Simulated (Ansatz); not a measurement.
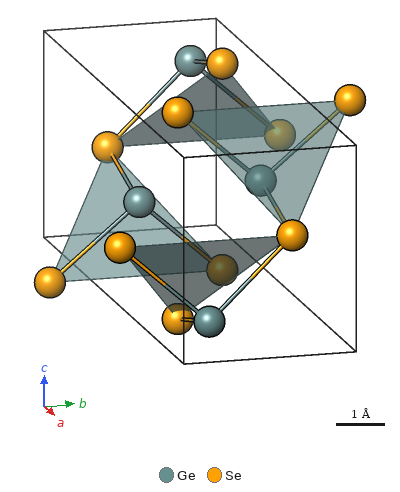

Figure 1. The input geometry (polyhedral view of the cell of the calculation, seen slightly off an axis; polyhedra are completed across the faces of the cell).

Run report: GeSe, Wannier-function calculation (part 1 of 2)

GeSe (Pnma, 8 atoms in the cell), computed with maximally localised Wannier functions of PBE bands, plane waves, PAW, no spin polarisation (Ansatz 0.2.0).

The structure derives from an entry of the Crystallography Open Database. The geometry comes from this level: r2scan-rvv10. It belongs to a series of runs on one base structure; here: anion p.

**What the program printed**
```
scf.n_extra_bands = 6 over 60 filled bands (N_el = 120.0): the run solves 66 bands
Engine: ansatz 0.2.0, x86_64-unknown-linux-gnu
Pseudopotentials: kind: paw
Pseudopotential: Ge, paw, valence charge 14, recommended cutoff 420 eV (normal), Ge.paw.azcp
Pseudopotential: Se, paw, valence charge 16, recommended cutoff 420 eV (normal), Se.paw.azcp
Functional definition: PBE
  parameter kappa = 0.804
  parameter beta = 0.06672455060314922
  exchange = pbe_x(kappa = kappa, mu = beta*pi^2/3)
  correlation = pbe_c(beta = beta)
Crystal: 8 atoms, lattice volume = 190.015 Å³
Basis set: ecut = 420 eV, 3735 PW (Γ)
Bands: 66, of which v1, the nominal top of the filled ones, is band 60 counted from 1 (59 counted from 0)
Symmetry: 8 space group operations
Space group: Pnma (ITA 62), of the structure as read, at distance tolerance 5.7e-5 Å
k-points: 24 of 48
Non-local potential: Ge, projectors of the file, l = 0: 2, l = 1: 2, l = 2: 3, l = 3: 1
Non-local potential: Se, projectors of the file, l = 0: 2, l = 1: 2, l = 2: 3, l = 3: 1
PAW form: soft (Blöchl's): semilocal exchange-correlation on the pseudo side does not see the compensation charge
PAW one-centre angular grid: Ge, 590 points (default); XC on 64 Gauss nodes
PAW one-centre angular grid: Se, 590 points (default); XC on 64 Gauss nodes
Initial density: superposition of atomic densities (neutral atoms: chi_scale 0, normalization atom), corrected by the library's trained network
Initial wavefunctions: pseudopotential atomic-orbital guess
Functional: x = pbe(κ = 0.804, μ = 0.2195149727645171), c = pbe(β = 0.06672455060314922)
SCF iter   1: F=—  HF=-39058.001665 eV  |F-HF|=—  |Δ(HF+E_count)|=         —  Δρ=1.42e-3  dr2=5.42e-3  ethr=1.77e-3  ⟨swp⟩=5.0  Hψ=4967  notcnv=0  defer=83
preconditioner: auto → Resta (q_TF=auto, 2.527 Å⁻¹)  ε∞=5.3  [insulator: Δε(μ)=0.815 eV  Ē_g=8.238 eV  n_scr=56 (ndim 8)  ℏωp=17.0 eV  f_vac=0.003  ε∞_Penn≈5.3]
SCF iter   2: F=—  HF=-39057.999566 eV  |F-HF|=—  |Δ(HF+E_count)|=   2.10e-3  Δρ=8.00e-4  dr2=1.51e-3  ethr=4.52e-6  ⟨swp⟩=2.0  Hψ=3413  notcnv=0  defer=90
SCF iter   3: F=—  HF=-39057.999992 eV  |F-HF|=—  |Δ(HF+E_count)|=   4.25e-4  Δρ=2.26e-4  dr2=1.01e-4  ethr=1.26e-6  ⟨swp⟩=3.0  Hψ=2998  notcnv=0  defer=90
SCF iter   4: F=—  HF=-39057.999935 eV  |F-HF|=—  |Δ(HF+E_count)|=   5.65e-5  Δρ=1.07e-4  dr2=2.66e-5  ethr=8.40e-8  ⟨swp⟩=2.0  Hψ=2978  notcnv=0  defer=46
SCF iter   5: F=—  HF=-39057.999949 eV  |F-HF|=—  |Δ(HF+E_count)|=   1.34e-5  Δρ=2.93e-5  dr2=2.16e-6  ethr=2.22e-8  ⟨swp⟩=2.8  Hψ=2549  notcnv=0  defer=46
SCF iter   6: F=—  HF=-39057.999950 eV  |F-HF|=—  |Δ(HF+E_count)|=   1.51e-6  Δρ=1.26e-5  dr2=3.07e-7  ethr=1.80e-9  ⟨swp⟩=2.0  Hψ=2978  notcnv=0  defer=46
SCF iter   7: F=-39057.999950 eV  HF=-39057.999950 eV  |F-HF|=7.69e-9  |Δ(HF+E_count)|=   7.33e-8  Δρ=5.33e-6  dr2=4.76e-8  ethr=8.33e-11  ⟨swp⟩=8.4  Hψ=6197  notcnv=0
SCF 1 converged in 7 iterations: F = -39057.999950 eV  dr2 = 4.76e-8
  greatest PAW one-centre occupation: 1.000 electrons in one spin orbital (limit 2), on the Se atom at site 7 (counted from 0), in its partial waves of l = 2
```

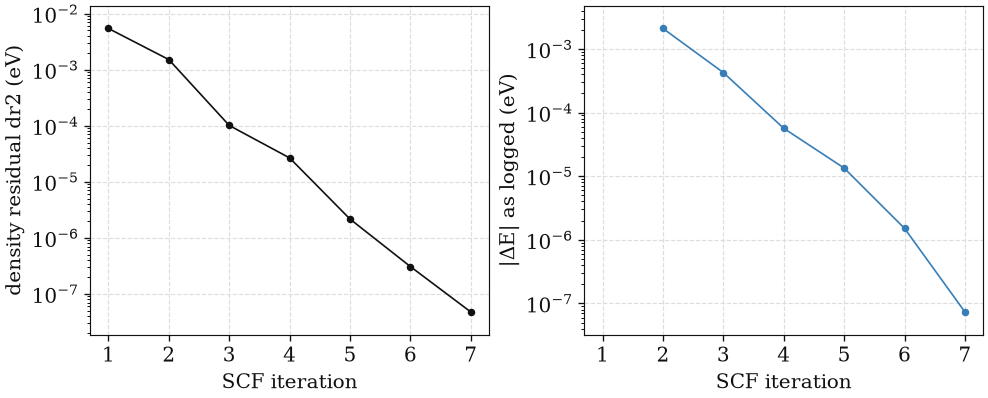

Figure 2. Convergence of the self-consistent field: density residual dr2 and size of the energy change against the SCF iteration. The residual falls at every step.

```
NSCF: frozen V_eff on 124 k-points
NSCF: frozen V_eff on 20 k-points
the Wannier pass solved 20 of the 32 points of its mesh, and has the states at the others by symmetry: states obtained by the crystal's operations at points that were solved too leave a residual of 4.47e-13 eV (read by the count's bands and the next), within 1.67e-5 eV
SCF converged after 7 iterations
Free energy (F): -39057.999950 eV
Harris-Foulkes:  -39057.999950 eV  (|F-HF|=7.69e-9)
Internal energy: -39057.999950 eV  (E = F + TS)
E sigma→0 (E₀):  -39057.999950 eV
Fermi energy:    8.183109 eV
--- Per-component energies (eV) ---
  E_band       = -2130.182883
  E_kinetic    = 912.274210
  E_local      = -19209.038869  (includes V_loc(G=0)·N_el)
  E_nonlocal   = -725.062079
  E_hartree    = 8940.936250
  E_xc         = -718.226784
  E_vxc        = -649.009481  (∫ρ·V_xc dr)
  E_paw        = -15705.840723  (= ΣΔE_a)
  E_vpaw       = -341.213340  (= ΣTr[D̂ρ^β])
  E_aug_tail   = -0.001238  (compensation charges beyond the density's cutoff)
  E_ewald      = -12553.040716
  E_smearing   = -0.000000  (= −TS)
  E_closure    = 0.000000  (closes the sum)
  Σ components = -39057.999950   (vs F -39057.999950, Δ=0.00e0)
--- Band table (eV; the first three rows and the last of 24) ---
  k-point 0: bands = ["-39.4265", "-39.4264", "-39.4263", "-39.4262", "-39.4250", "-39.4250", "-39.4247", "-39.4246", "-39.3846", "-39.3844", "-39.3842", "-39.3840", "-39.3791", "-39.3789", "-39.3789", "-39.3787", "-39.3667", "-39.3666", "-39.3662", "-39.3661", "-16.3480", "-16.3460", "-16.3428", "-16.3427", "-16.3419", "-16.3413", "-16.3411", "-16.3403", "-16.3127", "-16.3122", "-16.3067", "-16.3064", "-16.3052", "-16.3027", "-16.2953", "-16.2927", "-16.2880", "-16.2879", "-16.2849", "-16.2848", "-6.2910", "-5.9787", "-4.9227", "-4.4346", "0.0629", "0.5887", "2.3411", "2.7389", "2.9097", "4.3317", "4.5104", "4.7034", "4.9798", "5.3484", "6.2533", "6.3025", "6.8030", "7.2082", "7.3311", "8.1831", "9.0106", "10.6223", "10.7492", "10.8278", "11.1185", "11.2780"]
  k-point 1: bands = ["-39.4264", "-39.4264", "-39.4263", "-39.4262", "-39.4250", "-39.4249", "-39.4247", "-39.4247", "-39.3845", "-39.3843", "-39.3842", "-39.3841", "-39.3790", "-39.3789", "-39.3788", "-39.3787", "-39.3666", "-39.3665", "-39.3663", "-39.3662", "-16.3471", "-16.3453", "-16.3433", "-16.3430", "-16.3419", "-16.3418", "-16.3418", "-16.3407", "-16.3113", "-16.3106", "-16.3071", "-16.3065", "-16.3049", "-16.3031", "-16.2949", "-16.2931", "-16.2878", "-16.2874", "-16.2855", "-16.2854", "-6.0330", "-5.7345", "-4.9924", "-4.6043", "-0.4579", "0.4130", "0.9801", "1.7958", "3.3529", "5.0240", "5.2842", "5.6228", "5.6540", "5.6746", "6.2953", "6.5429", "6.7138", "7.1927", "7.8267", "7.9519", "9.3773", "9.7085", "10.2749", "10.6884", "10.9240", "11.1266"]
  k-point 2: bands = ["-39.4264", "-39.4264", "-39.4263", "-39.4263", "-39.4249", "-39.4249", "-39.4248", "-39.4248", "-39.3844", "-39.3844", "-39.3842", "-39.3842", "-39.3790", "-39.3790", "-39.3788", "-39.3788", "-39.3664", "-39.3664", "-39.3664", "-39.3664", "-16.3451", "-16.3451", "-16.3436", "-16.3436", "-16.3428", "-16.3428", "-16.3414", "-16.3414", "-16.3087", "-16.3087", "-16.3079", "-16.3079", "-16.3040", "-16.3040", "-16.2940", "-16.2940", "-16.2869", "-16.2869", "-16.2865", "-16.2865", "-5.4252", "-5.4252", "-5.1424", "-5.1424", "-0.3476", "-0.3476", "0.6700", "0.6700", "4.3975", "4.3975", "5.9772", "5.9772", "6.2418", "6.2418", "6.6678", "6.6678", "7.1917", "7.1917", "7.8018", "7.8018", "9.5624", "9.5624", "10.2883", "10.2883", "10.7179", "10.7179"]
  k-point 23: bands = ["-39.4265", "-39.4265", "-39.4265", "-39.4265", "-39.4244", "-39.4244", "-39.4244", "-39.4244", "-39.3842", "-39.3842", "-39.3842", "-39.3842", "-39.3790", "-39.3790", "-39.3790", "-39.3790", "-39.3662", "-39.3662", "-39.3662", "-39.3662", "-16.3488", "-16.3488", "-16.3488", "-16.3488", "-16.3358", "-16.3358", "-16.3358", "-16.3358", "-16.3097", "-16.3097", "-16.3097", "-16.3097", "-16.3016", "-16.3016", "-16.3016", "-16.3016", "-16.2831", "-16.2831", "-16.2831", "-16.2831", "-4.6126", "-4.6126", "-4.6126", "-4.6126", "0.1711", "0.1711", "0.1711", "0.1711", "3.5670", "3.5670", "3.5670", "3.5670", "4.2314", "4.2314", "4.2314", "4.2314", "6.7732", "6.7732", "6.7732", "6.7732", "10.7735", "10.7735", "10.7735", "10.7735", "12.8636", "12.8636"]
Wannier search: line search 1 of at most 3000: gauge-dependent spread (as the search counts it) 4.7780484 Å², largest recent change 1.5e0 Å² and fall left 9.6e-3 Å² against conv_tol 1.0e-8 Å², 0 stops escaped
```

**File rho_z.tsv**
```
# z_ang	rho[e/angstrom^3]
# format = ansatz-planar-average/11
# lattice	11.010304031	0.000000000	0.000000000
# lattice	0.000000000	3.804331401	0.000000000
# lattice	0.000000000	0.000000000	4.536377523
# sites	8
# site	32	1.381105810	2.853248551	4.019371559
# site	32	6.886257825	2.853248551	2.785194725
# site	32	4.124046205	0.951082850	1.751182798
# site	32	9.629198221	0.951082850	0.517005963
# site	34	9.376523395	2.853248551	2.212843618
# site	34	3.871371380	2.853248551	0.055345144
# site	34	7.138932651	0.951082850	4.481032379
# site	34	1.633780635	0.951082850	2.323533905
0.000000	1.087116e0
0.141762	1.009579e0
0.283524	8.740067e-1
0.425285	7.849424e-1
0.567047	6.751050e-1
0.708809	4.945988e-1
0.850571	3.277312e-1
0.992333	2.370026e-1
1.134094	2.114432e-1
1.275856	2.370026e-1
1.417618	3.277312e-1
1.559380	4.945988e-1
1.701142	6.751050e-1
1.842903	7.849424e-1
1.984665	8.740067e-1
2.126427	1.009579e0
2.268189	1.087116e0
2.409951	1.009579e0
2.551712	8.740067e-1
2.693474	7.849424e-1
2.835236	6.751050e-1
2.976998	4.945988e-1
3.118760	3.277312e-1
3.260521	2.370026e-1
3.402283	2.114432e-1
3.544045	2.370026e-1
3.685807	3.277312e-1
3.827569	4.945988e-1
3.969330	6.751050e-1
4.111092	7.849424e-1
4.252854	8.740067e-1
4.394616	1.009579e0
```

**File v_z.tsv**
```
# z_ang	v_es[eV]	v_tot[eV]
# format = ansatz-planar-average/11
# xc	pbe
# density_cutoff_ev	1680
# datasets	Ge=:simpson_from_first_knot:soft	Se=:simpson_from_first_knot:soft
# lattice	11.010304031	0.000000000	0.000000000
# lattice	0.000000000	3.804331401	0.000000000
# lattice	0.000000000	0.000000000	4.536377523
# sites	8
# site	32	1.381105810	2.853248551	4.019371559
# site	32	6.886257825	2.853248551	2.785194725
# site	32	4.124046205	0.951082850	1.751182798
# site	32	9.629198221	0.951082850	0.517005963
# site	34	9.376523395	2.853248551	2.212843618
# site	34	3.871371380	2.853248551	0.055345144
# site	34	7.138932651	0.951082850	4.481032379
# site	34	1.633780635	0.951082850	2.323533905
0.000000	4.268587e0	-6.065282e0
0.141762	4.339937e0	-5.935480e0
0.283524	4.543616e0	-5.556762e0
0.425285	4.845709e0	-4.980067e0
0.567047	5.282356e0	-4.240445e0
0.708809	5.955503e0	-3.286131e0
0.850571	6.743059e0	-2.249097e0
0.992333	7.296855e0	-1.497769e0
1.134094	7.467693e0	-1.242670e0
1.275856	7.296855e0	-1.497769e0
1.417618	6.743059e0	-2.249097e0
1.559380	5.955503e0	-3.286131e0
1.701142	5.282356e0	-4.240445e0
1.842903	4.845709e0	-4.980067e0
1.984665	4.543616e0	-5.556762e0
2.126427	4.339937e0	-5.935480e0
2.268189	4.268587e0	-6.065282e0
2.409951	4.339937e0	-5.935480e0
2.551712	4.543616e0	-5.556762e0
2.693474	4.845709e0	-4.980067e0
2.835236	5.282356e0	-4.240445e0
2.976998	5.955503e0	-3.286131e0
```
